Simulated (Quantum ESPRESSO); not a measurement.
# CdS (Hawleyite): zone-centre phonons

Aim: the zone-centre modes of CdS (Hawleyite).

Program: Quantum ESPRESSO 7.5. Level of theory: DFT PBE, scalar-relativistic, plane waves, GBRV ultrasoft pseudopotentials. Results are calculated unless marked as measured.

**1. The structure**

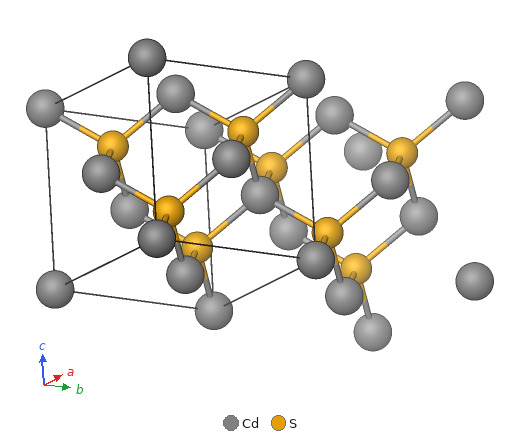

The cell as given, from a free direction (cadmium grey, sulfur orange). 1×2×1 cells are drawn. This picture shows the conventional cell, with its axes. Bonds to atoms that aren't drawn are left out. Some periodic images of atoms are drawn too.

Structure file:

```
Cd S
1.0
    -2.91650    0.00000    2.91650
     0.00000    2.91650    2.91650
    -2.91650    2.91650    0.00000
Cd S
1 1
Direct
  0.00000 0.00000 0.00000
  0.25000 0.25000 0.25000
```

**2. A probe with smearing**

Before anything dear is run, a loose run with smearing shows whether this is a metal and how far the cell is from rest.

File probe.in:

```
 &control
    calculation='scf',
    prefix='x',
    outdir='./tmp',
    pseudo_dir='./pseudo',
    tprnfor=.true.,
    tstress=.true.,
    verbosity='high',
 /
 &system
    ibrav=2,
    celldm(1)=11.02277248,
    nat=2,
    ntyp=2,
    ecutwfc=50.0,
    ecutrho=400.0,
    occupations='smearing',
    smearing='gaussian',
    degauss=0.01,
 /
 &electrons
    conv_thr=1.0d-07,
    mixing_beta=0.7,
    electron_maxstep=100,
 /
ATOMIC_SPECIES
 Cd    112.4140  Cd.upf
 S      32.0600  S.upf
ATOMIC_POSITIONS crystal
 Cd     0.000000000   0.000000000   0.000000000
 S      0.250000000   0.250000000   0.250000000
K_POINTS automatic
 6 6 6 0 0 0
```

The run is started by

```sh
$ OMP_NUM_THREADS=1 mpirun -n 4 pw.x -nk 4 -in probe.in > probe.out
```

Log:

```text
[banners, grids, parts of the stress and lines that vanish by symmetry left out]
Program PWSCF v.7.5
     bravais-lattice index     =            2
     lattice parameter (alat)  =      11.0228  a.u.
[...]
kinetic-energy cutoff     =      50.0000  Ry
     charge density cutoff     =     400.0000  Ry
     scf convergence threshold =      1.0E-07
[...]
Exchange-correlation=  SLA  PW   PBX  PBC
                           (   1   4   3   4   0   0   0)
[...]
24 Sym. Ops. (no inversion) found
[...]
(     0          1          0      )
                  (     0          0          1      )
[...]
(  0.0000000  1.0000000  0.0000000 )
                  (  0.0000000  0.0000000  1.0000000 )
[...]
(     1          0         -1      )
                  (     0          0         -1      )
[...]
(  0.0000000  1.0000000  0.0000000 )
[...]
(    -1          0          1      )
                  (    -1          0          0      )
[...]
(  0.0000000  0.0000000  1.0000000 )
                  (  0.0000000 -1.0000000  0.0000000 )
[...]
number of k points=    16  Gaussian smearing, width (Ry)=  0.0100
[...]
End of self-consistent calculation
[...]
the Fermi energy is     6.1968 ev
!    total energy              =    -138.91553105 Ry
[...]
convergence has been achieved in   7 iterations
[...]
atom    1 type  1   force =     0.00000000    0.00000000    0.00000000
     atom    2 type  2   force =     0.00000000    0.00000000    0.00000000
[...]
Total force =     0.000000     Total SCF correction =     0.000000
[...]
total   stress  (Ry/bohr**3)                   (kbar)     P=       26.78
[...]
XML data file, charge density, pseudopotentials, collected wavefunctions

   JOB DONE.
```

Elapsed: 4.5 s, on 4 MPI ranks of Intel Xeon Platinum 8375C at 2.90GHz (Ice Lake), shared host; 17 s of CPU time.

Numbers from this step:

| Property | Result |
| --- | --- |
| volume per atom | 24.81 Å³ |
| pressure | 2.678 GPa |
| gap on the k-mesh | 1.112 eV |

A gap of 1.1 eV opens on this mesh, so the crystal is taken as an insulator; the start stands at 2.7 GPa.

**3. Relaxing the cell and atoms**

The relaxation runs at a cutoff a fifth above that of the response, since stress converges more slowly with the basis than frequencies do. Forces and stress are brought to rest with tight thresholds.

File relax.in:

```
 &control
    calculation='vc-relax',
    prefix='x',
    outdir='./tmp',
    pseudo_dir='./pseudo',
    tprnfor=.true.,
    tstress=.true.,
    forc_conv_thr=2.0d-05,
    etot_conv_thr=1.0d-07,
    nstep=40,
 /
 &system
    ibrav=2,
    celldm(1)=11.02277248,
    nat=2,
    ntyp=2,
    ecutwfc=60,
    ecutrho=480.0,
    occupations='fixed',
    nbnd=11,
 /
 &electrons
    conv_thr=1.0d-11,
    mixing_beta=0.7,
    electron_maxstep=100,
 /
 &ions
 /
 &cell
    press_conv_thr=0.2,
 /
ATOMIC_SPECIES
 Cd    112.4140  Cd.upf
 S      32.0600  S.upf
ATOMIC_POSITIONS crystal
 Cd     0.000000000   0.000000000   0.000000000
 S      0.250000000   0.250000000   0.250000000
K_POINTS automatic
 8 8 8 0 0 0
```

The run is started by

```sh
$ OMP_NUM_THREADS=1 mpirun -n 4 pw.x -nk 4 -in relax.in > relax.out
```

Log:

```text
[banners, grids, parts of the stress and lines that vanish by symmetry left out]
[banner, memory and clock lines left out]
Program PWSCF v.7.5

[...]
kinetic-energy cutoff     =      60.0000  Ry
     charge density cutoff     =     480.0000  Ry
     scf convergence threshold =      1.0E-11
[...]
energy convergence thresh.=      1.0E-07
     force convergence thresh. =      2.0E-05
     press convergence thresh. =      2.0E-01
     Exchange-correlation=  SLA  PW   PBX  PBC
                           (   1   4   3   4   0   0   0)
[...]
24 Sym. Ops. (no inversion) found
[...]
number of k points=    29
[...]
End of self-consistent calculation
[...]
highest occupied, lowest unoccupied level (ev):     5.6293    6.7442
!    total energy              =    -138.91984850 Ry
[...]
convergence has been achieved in  11 iterations
[...]
atom    1 type  1   force =     0.00000000    0.00000000    0.00000000
     atom    2 type  2   force =     0.00000000    0.00000000    0.00000000
     Total force =     0.000000     Total SCF correction =     0.000000
[...]
total   stress  (Ry/bohr**3)                   (kbar)     P=       25.02
[...]
number of bfgs steps    =   0
[...]
CELL_PARAMETERS (alat= 11.02277248)
[...]
ATOMIC_POSITIONS (crystal)
Cd               0.0000000000        0.0000000000        0.0000000000
S                0.2500000000        0.2500000000        0.2500000000
[...]
New effective cutoffs (rho, wfc):  475.53   59.48
[...]
End of self-consistent calculation
[...]
highest occupied, lowest unoccupied level (ev):     5.4663    6.5546
!    total energy              =    -138.92045266 Ry
[...]
convergence has been achieved in   7 iterations
[...]
atom    1 type  1   force =    -0.00000000   -0.00000000    0.00000000
     atom    2 type  2   force =     0.00000000    0.00000000   -0.00000000
     Total force =     0.000000     Total SCF correction =     0.000000
[...]
total   stress  (Ry/bohr**3)                   (kbar)     P=       16.51
[...]
number of bfgs steps    =   1
[...]
CELL_PARAMETERS (alat= 11.02277248)
[...]
ATOMIC_POSITIONS (crystal)
Cd               0.0000000000       -0.0000000000       -0.0000000000
S                0.2500000000        0.2500000000        0.2500000000
[...]
New effective cutoffs (rho, wfc):  471.13   58.93
[...]
End of self-consistent calculation
[...]
highest occupied, lowest unoccupied level (ev):     5.2909    6.3496
!    total energy              =    -138.92084348 Ry
[...]
convergence has been achieved in   9 iterations
[...]
atom    1 type  1   force =     0.00000000   -0.00000000    0.00000000
     atom    2 type  2   force =     0.00000000    0.00000000    0.00000000
     Total force =     0.000000     Total SCF correction =     0.000000
[...]
total   stress  (Ry/bohr**3)                   (kbar)     P=        7.75
[...]
number of bfgs steps    =   2
[...]
CELL_PARAMETERS (alat= 11.02277248)
[...]
ATOMIC_POSITIONS (crystal)
[...]
New effective cutoffs (rho, wfc):  467.22   58.44
[...]
End of self-consistent calculation
[...]
highest occupied, lowest unoccupied level (ev):     5.1362    6.1682
!    total energy              =    -138.92096186 Ry
[...]
convergence has been achieved in   9 iterations
[...]
atom    1 type  1   force =     0.00000000    0.00000000   -0.00000000
     atom    2 type  2   force =     0.00000000    0.00000000    0.00000000
     Total force =     0.000000     Total SCF correction =     0.000000
[...]
total   stress  (Ry/bohr**3)                   (kbar)     P=        0.38
[...]
number of bfgs steps    =   3
[...]
CELL_PARAMETERS (alat= 11.02277248)
[...]
ATOMIC_POSITIONS (crystal)
[...]
New effective cutoffs (rho, wfc):  467.02   58.42
[...]
End of self-consistent calculation
[...]
highest occupied, lowest unoccupied level (ev):     5.1282    6.1588
!    total energy              =    -138.92096217 Ry
[...]
convergence has been achieved in   6 iterations
[...]
atom    1 type  1   force =     0.00000000   -0.00000000    0.00000000
     atom    2 type  2   force =    -0.00000000   -0.00000000    0.00000000
     Total force =     0.000000     Total SCF correction =     0.000000
[...]
total   stress  (Ry/bohr**3)                   (kbar)     P=        0.01
[...]
number of bfgs steps    =   4
[...]
small trust_radius: resetting bfgs history
[...]
CELL_PARAMETERS (alat= 11.02277248)
[...]
ATOMIC_POSITIONS (crystal)
[...]
New effective cutoffs (rho, wfc):  467.01   58.42
[...]
End of self-consistent calculation
[...]
highest occupied, lowest unoccupied level (ev):     5.1282    6.1587
!    total energy              =    -138.92096217 Ry
[...]
convergence has been achieved in   3 iterations
[...]
atom    1 type  1   force =    -0.00000000   -0.00000000    0.00000000
     atom    2 type  2   force =     0.00000000    0.00000000    0.00000000
     Total force =     0.000000     Total SCF correction =     0.000000
[...]
total   stress  (Ry/bohr**3)                   (kbar)     P=        0.01
[...]
bfgs converged in   6 scf cycles and   5 bfgs steps
[...]
End of BFGS Geometry Optimization
     Final enthalpy           =    -138.9209621655 Ry
     File ./tmp/x.bfgs deleted, as requested
[...]
CELL_PARAMETERS (alat= 11.02277248)
[...]
ATOMIC_POSITIONS (crystal)
Cd               0.0000000000        0.0000000000       -0.0000000000
S                0.2500000000        0.2500000000        0.2500000000
[...]
Final scf calculation at the relaxed structure.
[...]
kinetic-energy cutoff     =      60.0000  Ry
     charge density cutoff     =     480.0000  Ry
     scf convergence threshold =      1.0E-13
[...]
press convergence thresh. =      2.0E-01
     Exchange-correlation=  SLA  PW   PBX  PBC
                           (   1   4   3   4   0   0   0)
[...]
24 Sym. Ops. (no inversion) found
[...]
number of k points=    29
[...]
End of self-consistent calculation
[...]
highest occupied, lowest unoccupied level (ev):     5.1282    6.1588
!    total energy              =    -138.92161550 Ry
[...]
convergence has been achieved in  15 iterations
[...]
atom    1 type  1   force =    -0.00000000   -0.00000000   -0.00000000
     atom    2 type  2   force =     0.00000000   -0.00000000   -0.00000000
     Total force =     0.000000     Total SCF correction =     0.000000
[...]
total   stress  (Ry/bohr**3)                   (kbar)     P=        0.61
[...]
XML data file, charge density, pseudopotentials, collected wavefunctions
```

The job ended after 51 s (4 MPI ranks; 3.4 min of CPU time).

Step by step:

```csv
step,energy less that of the first step (eV),largest force (eV/Å),pressure (GPa),volume (Å³)
1,0.0000,0.0000,2.50,49.62
2,-0.0082,0.0000,1.65,50.25
3,-0.0135,0.0000,0.78,50.96
4,-0.0151,0.0000,0.04,51.60
5,-0.0152,0.0000,0.00,51.63
6,-0.0152,0.0000,0.00,51.63
7,-0.0240,0.0000,0.06,51.63
```

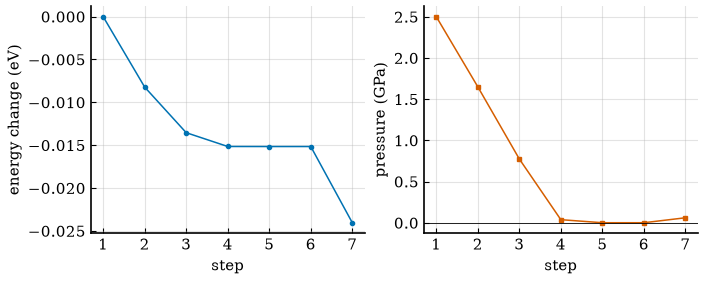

Energy and pressure along the relaxation.

```
conventional cell, symmetrised  before  after  change
                         a (Å)   5.833  5.911  +1.3 %
                         b (Å)   5.833  5.911  +1.3 %
                         c (Å)   5.833  5.911  +1.3 %
              volume (Å³/atom)   24.81  25.82  +4.1 %
```

The relaxed structure:

```
CELL_PARAMETERS angstrom
-2.95549 0.00000 2.95549
0.00000 2.95549 2.95549
-2.95549 2.95549 0.00000
ATOMIC_POSITIONS crystal
Cd 0.00000 0.00000 0.00000
S 0.25000 0.25000 0.25000
```

The last row of the table of steps is pw.x's closing run on a basis chosen anew for the final cell, so its energy can jump.

Read from the output:

- volume per atom: 25.82 Å³
- pressure: 0.061 GPa
- gap on the k-mesh: 1.031 eV

The volume changes by +4.1 % from the cell with which this run began.

**4. Self-consistent run for the response**

The response is built on this ground state, so it is converged far tighter than an energy would need. With a gap, occupations are fixed, which also allows the response to an electric field.

File scf.in:

```
 &control
    calculation='scf',
    prefix='x',
    outdir='./tmp',
    pseudo_dir='./pseudo',
    tprnfor=.true.,
    tstress=.true.,
 /
 &system
    ibrav=2,
    celldm(1)=11.1701169,
    nat=2,
    ntyp=2,
    ecutwfc=50.0,
    ecutrho=400.0,
    occupations='fixed',
    nbnd=11,
 /
 &electrons
    conv_thr=1.0d-12,
    mixing_beta=0.7,
    electron_maxstep=100,
 /
ATOMIC_SPECIES
 Cd    112.4140  Cd.upf
 S      32.0600  S.upf
ATOMIC_POSITIONS crystal
 Cd     0.000000000   0.000000000   0.000000000
 S      0.250000000   0.250000000   0.250000000
K_POINTS automatic
 8 8 8 0 0 0
```

The run is started by

```sh
$ OMP_NUM_THREADS=1 mpirun -n 4 pw.x -nk 4 -in scf.in > scf.out
```

Log:

```text
[banners, grids, parts of the stress and lines that vanish by symmetry left out]
[banner, memory and clock lines left out]
Program PWSCF v.7.5

[...]
kinetic-energy cutoff     =      50.0000  Ry
     charge density cutoff     =     400.0000  Ry
     scf convergence threshold =      1.0E-12
[...]
Exchange-correlation=  SLA  PW   PBX  PBC
                           (   1   4   3   4   0   0   0)
[...]
24 Sym. Ops. (no inversion) found
[...]
number of k points=    29
[...]
End of self-consistent calculation
[...]
highest occupied, lowest unoccupied level (ev):     5.1286    6.1580
!    total energy              =    -138.91745397 Ry
[...]
convergence has been achieved in  12 iterations
[...]
atom    1 type  1   force =     0.00000000   -0.00000000    0.00000000
     atom    2 type  2   force =     0.00000000   -0.00000000    0.00000000
     Total force =     0.000000     Total SCF correction =     0.000000
[...]
total   stress  (Ry/bohr**3)                   (kbar)     P=        3.33
[...]
XML data file, charge density, pseudopotentials, collected wavefunctions
```

Elapsed: 7.4 s, on 4 MPI ranks; 29 s of CPU time.

Read from the output:

```yaml
pressure: 0.333 GPa
gap_on_the_k_mesh: 1.029 eV
```

The cell stands at 0.33 GPa, close enough for stiff modes, while soft ones can move.

(Continued in part 2 of 5.)

[Host names and launcher messages were left out of these logs when they were recorded.]

[Logs are printed without paths, hosts, clocks, repeated set-up lines and the standing remarks that a program may print on its own settings, such as how far it seeks lower states.]

[Hosts, paths, dates, database ids (printed as entryN), source tags and the programs' standing remarks are cut or masked in the printed files.]
